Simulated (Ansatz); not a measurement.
## The gap of Sr3AlN3 (P6_3/m): a ladder of methods and an error budget

The study climbs from cheap functionals to G0W0 on Sr3AlN3 (P6_3/m) and then asks what each convergence step is worth.

Calculated with Ansatz 0.2.0; density functionals, hybrids, G0W0, plane waves, PAW.

### 1. Starting point

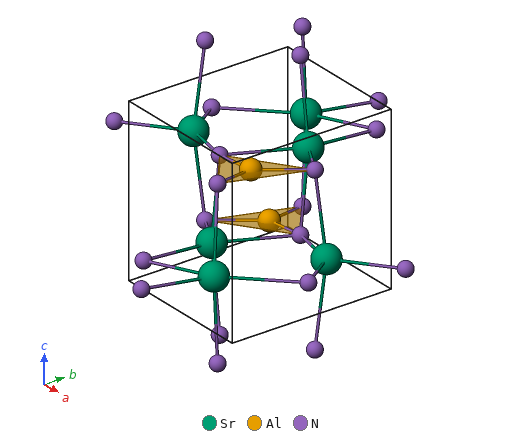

The cell as given, slightly off an axis (strontium teal, aluminium orange, nitrogen purple). Some periodic images of atoms are drawn too.

The cell and positions are those that the Materials Project relaxed with its own functionals (PBE, PBE+U or r2SCAN), kept fixed.

### 2. PBE bands

The cheap functional maps the bands first; the places of the edges decide which points the dearer methods must see.

This step: DFT, PBE, plane waves, PAW; PAW set soft_1.

input.yaml

```yaml
crystal:
  lattice:
    - [7.6614142586, 0.0, 0.0]
    - [-3.8307071293, 6.6349793769, 0.0]
    - [0.0, 0.0, 5.395857]
  atoms:
    - { symbol: Sr, position: [0.927824, 0.640649, 0.25] }
    - { symbol: Sr, position: [0.712825, 0.072176, 0.25] }
    - { symbol: Sr, position: [0.359351, 0.287175, 0.25] }
    - { symbol: Sr, position: [0.072176, 0.359351, 0.75] }
    - { symbol: Sr, position: [0.287175, 0.927824, 0.75] }
    - { symbol: Sr, position: [0.640649, 0.712825, 0.75] }
    - { symbol: Al, position: [0.66666667, 0.33333333, 0.75] }
    - { symbol: Al, position: [0.33333333, 0.66666667, 0.25] }
    - { symbol: "N", position: [0.893933, 0.589504, 0.75] }
    - { symbol: "N", position: [0.695571, 0.106067, 0.75] }
    - { symbol: "N", position: [0.410496, 0.304429, 0.75] }
    - { symbol: "N", position: [0.106067, 0.410496, 0.25] }
    - { symbol: "N", position: [0.304429, 0.893933, 0.25] }
    - { symbol: "N", position: [0.589504, 0.695571, 0.25] }
kpoints:
  mp_grid: { grid: [6, 6, 4] }
  band_path:
    path:
      - [[0.0, 0.0, 0.0], [0.5, 0.0, 0.0], [0.33333333, 0.33333333, 0.0], [0.0, 0.0, 0.0], [0.0, 0.0, 0.5], [0.5, 0.0, 0.5], [0.33333333, 0.33333333, 0.5], [0.0, 0.0, 0.5]]
      - [[0.5, 0.0, 0.5], [0.5, 0.0, 0.0]]
      - [[0.33333333, 0.33333333, 0.5], [0.33333333, 0.33333333, 0.0]]
    npoints: 10
hamiltonian:
  xc: pbe
  pseudopotentials: { kind: paw, azcp: { folder: soft_1 } }
scf:
  occupations: { method: fermi_dirac, width: 0.02 }
  n_extra_bands: 8
output:
  eigenvalues: true
  forces: true
  stress: true
  write_density: true
  write_potential: true
  elf: true
  volumetric_format: npy
```

Command:

```sh
ansatz run input.yaml --threads 2 --pin off --max-ram 92160MiB --backend cuda --events-out ev --progress --plain --runs-dir out --devices 1 --max-vram 13GiB
```

Numbers of over 12 decimals in the logs are rounded to 6 here.

The program printed:

```text
scf.n_extra_bands = 8 over 48 filled bands (N_el = 96.0): the run solves 56 bands
GPUs: using 1 of 1 available (devices: 1).
Engine: ansatz 0.2.0, x86_64-unknown-linux-gnu
Pseudopotentials: kind: paw
Pseudopotential: Sr, paw, valence charge 10, recommended cutoff 420 eV (normal), soft_1/Sr.paw.azcp
Pseudopotential: Al, paw, valence charge 3, recommended cutoff 420 eV (normal), soft_1/Al.paw.azcp
Pseudopotential: N, paw, valence charge 5, recommended cutoff 420 eV (normal), soft_1/N.paw.azcp
Functional definition: PBE
  parameter kappa = 0.804
  parameter beta = 0.066725
  exchange = pbe_x(kappa = kappa, mu = beta*pi^2/3)
  correlation = pbe_c(beta = beta)
device memory: the entry about to start is reckoned to put 4.1 GiB on a device that reports 35.9 GiB free (of which the cap on the GPU budget leaves the run 13.0 GiB)
GPU FFT provider: cuFFT
GPU libraries: cuBLAS 13.8.2, cuFFT 12.4.0, cuSOLVER 12.3.4
Crystal: 14 atoms, lattice volume = 274.289 Å³
Basis set: ecut = 420 eV, 5329 PW (Γ), exchange–correlation on 108×108×80 points (8 copies of the dense FFT grid, shifted against one another)
Bands: 56, of which v1, the nominal top of the filled ones, is band 48 counted from 1 (47 counted from 0)
Symmetry: 12 space group operations
Space group: P63/m (ITA 176), of the structure as read, at distance tolerance 6.5e-5 Å
k-points: 24 of 144
Non-local potential: Sr, projectors of the file, l = 0: 3, l = 1: 2, l = 2: 2
Non-local potential: Al, projectors of the file, l = 0: 2, l = 1: 2, l = 2: 1
Non-local potential: N, projectors of the file, l = 0: 2, l = 1: 2, l = 2: 1
PAW form: soft (Blöchl's): semilocal exchange-correlation on the pseudo side does not see the compensation charge
PAW one-centre angular grid: Sr, 110 points (default); XC on 64 Gauss nodes
PAW one-centre angular grid: Al, 110 points (default); XC on 64 Gauss nodes
PAW one-centre angular grid: N, 110 points (default); XC on 64 Gauss nodes
Initial density: superposition of atomic densities (chi_scale 0.1, normalization cell, long waves kept (reshape's long-wave potential 0.09 eV rms))
Initial wavefunctions: pseudopotential atomic-orbital guess
GPU buffer pool allocated for 116640 grid points (all kernels)
GPU transforms: local potential and band sums: pruned to the plane-wave sphere, on 54×54×40
Functional: x = pbe(κ = 0.804, μ = 0.219515), c = pbe(β = 0.066725)
SCF iter   1: F=—  HF=-24658.095497 eV  |F-HF|=—  |Δ(HF+E_count)|=         —  Δρ=4.28e-2  dr2=9.62e0  ethr=3.10e-3  ⟨swp⟩=14.9  Hψ=8439  notcnv=0
preconditioner: auto → Resta (q_TF=auto, 2.290 Å⁻¹)  ε∞=3.6  [insulator: Δε(μ)=1.331 eV  Ē_g=12.656 eV  σ=0.020 eV  W_gap=1.00  n_scr=56 (ndim 8)  ℏωp=20.5 eV  f_vac=0.000  D(μ)=0.00/eV (n_scr^D=0)  ε∞_Penn≈3.6]
SCF iter   2: F=—  HF=-24656.139022 eV  |F-HF|=—  |Δ(HF+E_count)|=    1.96e0  Δρ=2.91e-2  dr2=2.52e0  ethr=3.10e-3  ⟨swp⟩=3.0  Hψ=2378  notcnv=0  defer=68
SCF iter   3: F=—  HF=-24655.660392 eV  |F-HF|=—  |Δ(HF+E_count)|=   4.79e-1  Δρ=1.44e-2  dr2=1.17e0  ethr=2.62e-3  ⟨swp⟩=3.2  Hψ=2115  notcnv=0  defer=68
SCF iter   4: F=—  HF=-24655.466159 eV  |F-HF|=—  |Δ(HF+E_count)|=   1.94e-1  Δρ=3.42e-3  dr2=3.85e-2  ethr=1.22e-3  ⟨swp⟩=2.8  Hψ=1927  notcnv=0  defer=68
SCF iter   5: F=—  HF=-24655.480965 eV  |F-HF|=—  |Δ(HF+E_count)|=   1.48e-2  Δρ=6.45e-4  dr2=2.11e-3  ethr=4.01e-5  ⟨swp⟩=4.0  Hψ=2859  notcnv=0  defer=70
SCF iter   6: F=—  HF=-24655.482837 eV  |F-HF|=—  |Δ(HF+E_count)|=   1.87e-3  Δρ=1.71e-4  dr2=1.35e-4  ethr=2.19e-6  ⟨swp⟩=2.3  Hψ=2356  notcnv=0  defer=70
SCF iter   7: F=—  HF=-24655.483235 eV  |F-HF|=—  |Δ(HF+E_count)|=   3.98e-4  Δρ=4.64e-5  dr2=7.66e-6  ethr=1.41e-7  ⟨swp⟩=2.0  Hψ=2270  notcnv=0  defer=70
SCF iter   8: F=—  HF=-24655.482900 eV  |F-HF|=—  |Δ(HF+E_count)|=   3.35e-4  Δρ=1.21e-5  dr2=7.76e-7  ethr=7.98e-9  ⟨swp⟩=2.0  Hψ=2298  notcnv=0  defer=70
SCF iter   9: F=-24655.482901 eV  HF=-24655.482901 eV  |F-HF|=4.94e-9  |Δ(HF+E_count)|=   6.94e-7  Δρ=3.11e-6  dr2=4.65e-8  ethr=1.04e-10  ⟨swp⟩=22.4  Hψ=13582  notcnv=0
SCF 1 converged in 9 iterations: F = -24655.482901 eV  dr2 = 4.65e-8
[...]
device memory: the entry about to start is reckoned to put 3.3 GiB on a device that reports 35.9 GiB free (of which the cap on the GPU budget leaves the run 13.0 GiB)
NSCF: frozen V_eff on 93 k-points
SCF converged after 9 iterations
Free energy (F): -24655.482901 eV
Harris-Foulkes:  -24655.482901 eV  (|F-HF|=4.94e-9)
Internal energy: -24655.482901 eV  (E = F + TS)
E sigma→0 (E₀):  -24655.482901 eV
Entropy (-TS):   -0.000000 eV (-0.000 meV/atom)
Fermi energy:    7.524777 eV
--- Per-component energies (eV) ---
  E_band       = -458.958701
  E_kinetic    = 2211.889127
  E_local      = -5226.471941  (includes V_loc(G=0)·N_el)
  E_nonlocal   = 1629.956680
  E_hartree    = 1377.412720
  E_xc         = -1490.272136
  E_vxc        = -1451.928781  (∫ρ·V_xc dr)
  E_paw        = -17844.715581  (= ΣΔE_a)
  E_vpaw       = -377.230056  (= ΣTr[D̂ρ^β])
  E_aug_tail   = 0.004954  (compensation charges beyond the density's cutoff)
  E_ewald      = -5313.286723
  E_smearing   = -0.000000  (= −TS)
  E_closure    = 0.000000  (closes the sum)
  Σ components = -24655.482901   (vs F -24655.482901, Δ=0.00e0)
--- Forces (eV/Å), atoms counted from 1 ---
  atom   1  Sr     0.02040275     0.00800338     0.00000000
  atom   2  Sr    -0.00327024    -0.02167099     0.00000000
  atom   3  Sr    -0.01713251     0.01366761     0.00000000
  atom   4  Sr    -0.02040275    -0.00800338     0.00000000
  atom   5  Sr     0.00327024     0.02167099     0.00000000
  atom   6  Sr     0.01713251    -0.01366761     0.00000000
  atom   7  Al    -0.00000000     0.00000000     0.00000000
  atom   8  Al     0.00000000    -0.00000000     0.00000000
  atom   9  N     -0.00490463     0.00699721     0.00000000
  atom  10  N      0.00851208     0.00074893     0.00000000
  atom  11  N     -0.00360745    -0.00774615     0.00000000
  atom  12  N      0.00490463    -0.00699721     0.00000000
  atom  13  N     -0.00851208    -0.00074893     0.00000000
  atom  14  N      0.00360745     0.00774615     0.00000000
  max |Σ_I F_I| component: 1.82e-17 eV/Å
--- Stress (GPa, compression-positive) ---
       -0.275852       0.000005       0.000000
       -0.000005      -0.275852       0.000000
        0.000000       0.000000      -0.302300
  P = ⅓ Tr σ = -0.2847 GPa (-2.847 kbar)
--- Band table (eV; the first three rows and the last of 24) ---
  k-point 0: bands = [... 44 lower, 6.9893, 7.1723, 7.1723, 7.2584, 7.7559, 9.5304, 9.5571, 9.9290, ... 4 higher]
  k-point 1: bands = [... 44 lower, 6.8990, 6.8990, 6.9645, 7.1488, 8.4199, 9.3079, 9.6158, 9.9549, ... 4 higher]
  k-point 2: bands = [... 44 lower, 6.7812, 6.7812, 6.9905, 6.9905, 9.1099, 9.1099, 9.6344, 9.6344, ... 4 higher]
  k-point 23: bands = [... 44 lower, 6.7280, 6.7280, 6.7434, 6.7434, 9.2459, 9.2459, 9.8329, 9.8329, ... 4 higher]
```

It took 9.8 s on 1 × NVIDIA H100 80GB HBM3 (shared by 6 runs) with 2 threads of AMD EPYC 7R13 (Zen 3), shared host; peak memory 1.1 GiB.

The column dr2 measures how far the density is from self-consistency, as an energy; F and HF (Harris–Foulkes) agree once it is small.

Numbers from this step:

- pressure: -0.2847 GPa
- filled bands: 48
- gap: 0.4975 eV
- valence top at: Γ
- conduction bottom at: Γ
- least direct gap: 0.4975 eV

The gap is direct, at Γ.

The electronic bands at the labelled points (eV, zero at the top of the highest nominally filled band):

| point | band 45 | band 46 | band 47 | band 48 | band 49 | band 50 | band 51 | band 52 |
| --- | --- | --- | --- | --- | --- | --- | --- | --- |
| Γ | -0.27 | -0.09 | -0.09 | 0.00 | 0.50 | 2.27 | 2.30 | 2.67 |
| M | -0.26 | -0.19 | -0.07 | -0.07 | 1.82 | 1.84 | 2.14 | 2.81 |
| K | -0.37 | -0.15 | -0.15 | -0.02 | 1.81 | 2.03 | 2.03 | 2.65 |
| Γ | -0.27 | -0.09 | -0.09 | 0.00 | 0.50 | 2.27 | 2.30 | 2.67 |
| A | -0.48 | -0.48 | -0.27 | -0.27 | 1.85 | 1.85 | 2.38 | 2.38 |
| L | -0.51 | -0.51 | -0.41 | -0.41 | 1.94 | 1.94 | 2.63 | 2.63 |
| H | -0.53 | -0.53 | -0.52 | -0.52 | 1.99 | 1.99 | 2.57 | 2.57 |
| A | -0.48 | -0.48 | -0.27 | -0.27 | 1.85 | 1.85 | 2.38 | 2.38 |
| jump to L | -0.51 | -0.51 | -0.41 | -0.41 | 1.94 | 1.94 | 2.63 | 2.63 |
| M | -0.26 | -0.19 | -0.07 | -0.07 | 1.82 | 1.84 | 2.14 | 2.81 |
| jump to H | -0.53 | -0.53 | -0.52 | -0.52 | 1.99 | 1.99 | 2.57 | 2.57 |
| K | -0.37 | -0.15 | -0.15 | -0.02 | 1.81 | 2.03 | 2.03 | 2.65 |

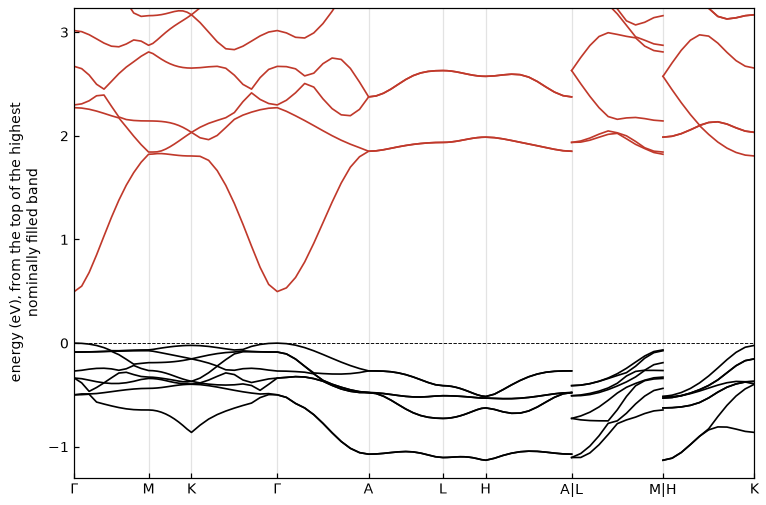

Electronic bands along the path; lines of filled and empty bands in two colours.

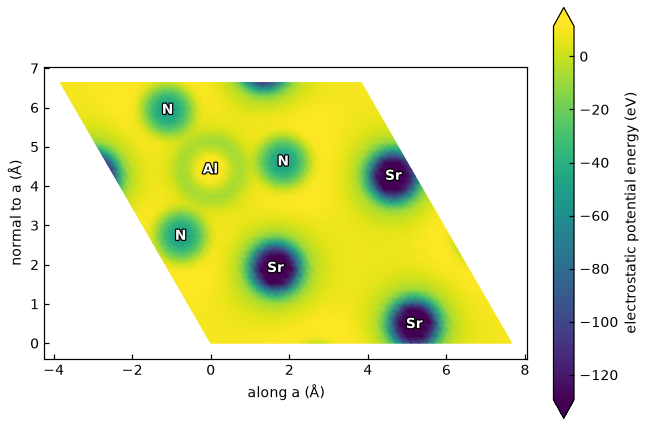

Electrostatic potential energy in the ab plane at fractional z = 0.250, with atoms of Sr and Al and N within 0.2 Å of it. With pseudopotentials it is smooth inside the atoms' cores, unlike the true potential.

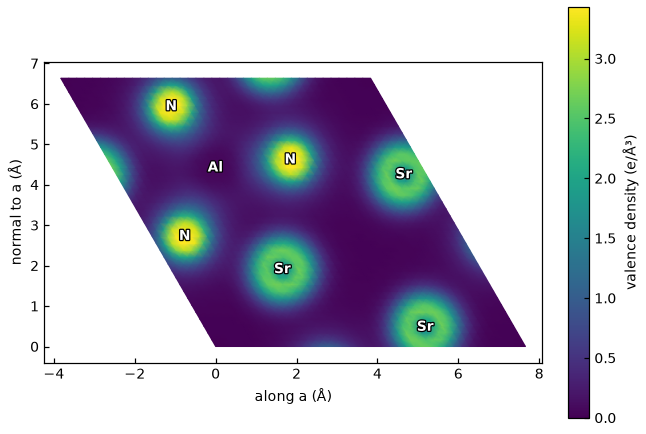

Valence density in the ab plane at fractional z = 0.250, with atoms of Sr and Al and N within 0.2 Å of it. It is the smooth field of the valence electrons, not physical close to the nuclei.

### 3. LDA

A second semilocal functional shows how much of the gap hangs on that choice alone.

This step: DFT, LDA, plane waves, PAW; PAW set soft_1.

input.yaml: that of step 2 with these lines changed.

```diff
@@ -24,11 +24,14 @@
     path:
-      - [[0.0, 0.0, 0.0], [0.5, 0.0, 0.0], [0.33333333, 0.33333333, 0.0], [0.0, 0.0, 0.0], [0.0, 0.0, 0.5], [0.5, 0.0, 0.5], [0.33333333, 0.33333333, 0.5], [0.0, 0.0, 0.5]]
-      - [[0.5, 0.0, 0.5], [0.5, 0.0, 0.0]]
-      - [[0.33333333, 0.33333333, 0.5], [0.33333333, 0.33333333, 0.0]]
-    npoints: 10
+      - [0.0, 0.0, 0.0]
+      - [0.5, 0.0, 0.0]
+      - [0.33333333, 0.33333333, 0.0]
+      - [0.0, 0.0, 0.5]
+      - [0.5, 0.0, 0.5]
+      - [0.33333333, 0.33333333, 0.5]
+    npoints: 1
 hamiltonian:
-  xc: pbe
-  pseudopotentials: { kind: paw, azcp: { folder: soft_1 } }
+  xc: lda
+  pseudopotentials: { kind: paw, azcp: { folder: soft_1 }, xc_functional: pbe }
 scf:
-  occupations: { method: fermi_dirac, width: 0.02 }
+  occupations: { method: fixed }
   n_extra_bands: 8
@@ -38,5 +41 @@
   stress: true
-  write_density: true
-  write_potential: true
-  elf: true
-  volumetric_format: npy
```

The program printed:

```text
[...]
GPUs: using 1 of 1 available (devices: 1).
[...]
GPU FFT provider: cuFFT
GPU libraries: cuBLAS 13.8.2, cuFFT 12.4.0, cuSOLVER 12.3.4
Crystal: 14 atoms, lattice volume = 274.289 Å³
Basis set: ecut = 420 eV, 5329 PW (Γ)
Bands: 56, of which v1, the nominal top of the filled ones, is band 48 counted from 1 (47 counted from 0)
Symmetry: 12 space group operations
[...]
k-point 0: bands = [... 44 lower, 6.6396, 6.8229, 6.8229, 6.9114, 7.3593, 9.1180, 9.1359, 9.5291, ... 4 higher]
  k-point 1: bands = [... 44 lower, 6.5474, 6.5474, 6.6131, 6.7980, 8.0265, 8.9018, 9.2167, 9.5308, ... 4 higher]
  k-point 2: bands = [... 44 lower, 6.4270, 6.4270, 6.6370, 6.6370, 8.7088, 8.7088, 9.2334, 9.2334, ... 4 higher]
  k-point 23: bands = [... 44 lower, 6.3690, 6.3690, 6.3879, 6.3879, 8.8469, 8.8469, 9.4270, 9.4270, ... 4 higher]
[key lines of the parts left out:]
SCF converged after 9 iterations
Free energy (F): -23947.907924 eV
Fermi energy:    6.911363 eV
P = ⅓ Tr σ = -5.3969 GPa (-53.969 kbar)
```

The job ended after 7.6 s (1 × NVIDIA H100 80GB HBM3 (shared by 6 runs) with 2 threads; peak memory 0.94 GiB; 8.6 s of CPU time).

Numbers from this step:

```
pressure             : -5.397 GPa
gap                  : 0.4479 eV
valence top at       : Γ
conduction bottom at : Γ
least direct gap     : 0.4479 eV
```

The gap stands −0.05 eV against PBE.

### 4. PBEsol

This step: DFT, PBEsol, plane waves, PAW; PAW set soft_1.

input.yaml: that of step 3 with these lines changed.

```diff
@@ -32,3 +32,3 @@
 hamiltonian:
-  xc: lda
+  xc: pbesol
   pseudopotentials: { kind: paw, azcp: { folder: soft_1 }, xc_functional: pbe }
```

The program printed:

```text
[...]
GPUs: using 1 of 1 available (devices: 1).
[...]
GPU FFT provider: cuFFT
GPU libraries: cuBLAS 13.8.2, cuFFT 12.4.0, cuSOLVER 12.3.4
Crystal: 14 atoms, lattice volume = 274.289 Å³
Basis set: ecut = 420 eV, 5329 PW (Γ), exchange–correlation on 108×108×80 points (8 copies of the dense FFT grid, shifted against one another)
[...]
k-point 0: bands = [... 44 lower, 6.8333, 7.0180, 7.0180, 7.1076, 7.5594, 9.3413, 9.3619, 9.7300, ... 4 higher]
  k-point 1: bands = [... 44 lower, 6.7450, 6.7450, 6.8077, 6.9950, 8.2330, 9.1189, 9.4226, 9.7625, ... 4 higher]
  k-point 2: bands = [... 44 lower, 6.6266, 6.6266, 6.8334, 6.8334, 8.9268, 8.9268, 9.4404, 9.4404, ... 4 higher]
  k-point 23: bands = [... 44 lower, 6.5675, 6.5675, 6.5872, 6.5872, 9.0616, 9.0616, 9.6417, 9.6417, ... 4 higher]
[key lines of the parts left out:]
SCF converged after 9 iterations
Free energy (F): -24285.567829 eV
Fermi energy:    7.107576 eV
P = ⅓ Tr σ = -2.8667 GPa (-28.667 kbar)
```

Run time: 13 s. Hardware: 1 × NVIDIA H100 80GB HBM3 (shared by 6 runs) with 2 threads; peak memory 0.97 GiB.

Numbers from this step:

```yaml
pressure: -2.867 GPa
gap: 0.4518 eV
valence_top_at: Γ
conduction_bottom_at: Γ
least_direct_gap: 0.4518 eV
```

The gap stands −0.05 eV against PBE.

### 5. PBE+SOC

The many-body steps leave out spin-orbit coupling, so its effect is taken from a two-component run, with twice the bands.

This step: DFT, PBE with spin-orbit coupling, plane waves, PAW; PAW set soft_1.

input.yaml: that of step 4 with these lines changed.

```diff
@@ -32,7 +32,10 @@
 hamiltonian:
-  xc: pbesol
-  pseudopotentials: { kind: paw, azcp: { folder: soft_1 }, xc_functional: pbe }
+  xc: pbe
+  pseudopotentials: { kind: paw_fr, azcp: { folder: soft_1 } }
 scf:
-  occupations: { method: fixed }
-  n_extra_bands: 8
+  occupations: { method: fermi_dirac, width: 0.02 }
+  n_extra_bands: 16
+magnetization:
+  noncollinear: true
+  spin_orbit: true
 output:
```

The program printed:

```text
[...]
GPUs: using 1 of 1 available (devices: 1).
[...]
non-collinear run that drives no moment, with spin-orbit: no starting moment large enough to seed its density (crystal.atoms[].spin), no starting occupations that ask for one, no magnetisation constraint and no magnetic field, so the semilocal B_xc is pinned to zero
[...]
k-point 0: bands = [... 92 lower, 7.1677, 7.1677, 7.2568, 7.2568, 7.7514, 7.7514, 9.5253, 9.5253, ... 12 higher]
  k-point 1: bands = [... 92 lower, 6.9598, 6.9598, 7.1439, 7.1439, 8.4149, 8.4149, 9.3025, 9.3025, ... 12 higher]
  k-point 2: bands = [... 92 lower, 6.9852, 6.9852, 6.9852, 6.9852, 9.1045, 9.1045, 9.1045, 9.1045, ... 12 higher]
  k-point 23: bands = [... 92 lower, 6.7357, 6.7357, 6.7405, 6.7405, 9.2348, 9.2348, 9.2462, 9.2462, ... 12 higher]
[key lines of the parts left out:]
SCF converged after 9 iterations
Magnetization: |M| = 0.0000 μB,  M = (+0.0000, +0.0000, +0.0000) μB
Free energy (F): -24659.159123 eV
Fermi energy:    7.521043 eV
P = ⅓ Tr σ = -0.2886 GPa (-2.886 kbar)
```

It took 11 s on 1 × NVIDIA H100 80GB HBM3 (shared by 6 runs) with 2 threads; peak memory 1.1 GiB; 15 s of CPU time.

This step gave:

* pressure: -0.2886 GPa
* gap: 0.4946 eV
* valence top at: Γ
* conduction bottom at: Γ
* least direct gap: 0.4946 eV

The gap is that of PBE.

### 6. r2SCAN

r2SCAN sits between gradient functionals and hybrids in what it does to gaps, at little more than semilocal cost.

This step: DFT, r2SCAN, plane waves, PAW; PAW set soft_1.

input.yaml: that of step 5 with these lines changed.

```diff
@@ -32,10 +32,7 @@
 hamiltonian:
-  xc: pbe
-  pseudopotentials: { kind: paw_fr, azcp: { folder: soft_1 } }
+  xc: r2scan
+  pseudopotentials: { kind: paw, azcp: { folder: soft_1 } }
 scf:
-  occupations: { method: fermi_dirac, width: 0.02 }
-  n_extra_bands: 16
-magnetization:
-  noncollinear: true
-  spin_orbit: true
+  occupations: { method: fixed }
+  n_extra_bands: 8
 output:
```

The program printed:

```text
[...]
GPUs: using 1 of 1 available (devices: 1).
[...]
GPU FFT provider: cuFFT
GPU libraries: cuBLAS 13.8.2, cuFFT 12.4.0, cuSOLVER 12.3.4
Crystal: 14 atoms, lattice volume = 274.289 Å³
Basis set: ecut = 500 eV, 6895 PW (Γ), exchange–correlation on 240×240×160 points (64 copies of the dense FFT grid, shifted against one another)
[...]
k-point 0: bands = [... 44 lower, 6.8257, 7.0201, 7.0201, 7.1003, 7.8994, 9.7003, 9.7199, 10.0699, ... 4 higher]
  k-point 1: bands = [... 44 lower, 6.7358, 6.7358, 6.8018, 6.9919, 8.5418, 9.4507, 9.7586, 10.1425, ... 4 higher]
  k-point 2: bands = [... 44 lower, 6.6151, 6.6151, 6.8313, 6.8313, 9.2632, 9.2632, 9.7498, 9.7498, ... 4 higher]
  k-point 23: bands = [... 44 lower, 6.5683, 6.5683, 6.5794, 6.5794, 9.3927, 9.3927, 9.9503, 9.9503, ... 4 higher]
[key lines of the parts left out:]
SCF converged after 9 iterations
Free energy (F): -24734.132447 eV
Fermi energy:    7.100270 eV
P = ⅓ Tr σ = -1.5756 GPa (-15.756 kbar)
```

Run time: 14 s. Hardware: 1 × NVIDIA H100 80GB HBM3 (shared by 6 runs) with 2 threads; peak memory 1.3 GiB; 22 s of CPU time.

This step gave:

* pressure: -1.576 GPa
* gap: 0.7992 eV
* valence top at: Γ
* conduction bottom at: Γ
* least direct gap: 0.7992 eV

The gap stands +0.30 eV against PBE.

(Part 1 of 4 ends here.)

[Paths, hosts, dates, memory and timing lines, banners, echoed tables and standing remarks are left out of the program output.]

[Logs are printed without paths, hosts, clocks, repeated set-up lines and the standing remarks that a program may print on its own settings, such as how far it seeks lower states.]

[Runs of the session that timed out or met a known fault of the program may be left out.]

[Cells called generated may have been cut or substituted from an entry of the Crystallography Open Database or the Materials Project.]

[Hosts, paths, dates, database ids (printed as entryN), source tags and the programs' standing remarks are cut or masked in the printed files.]
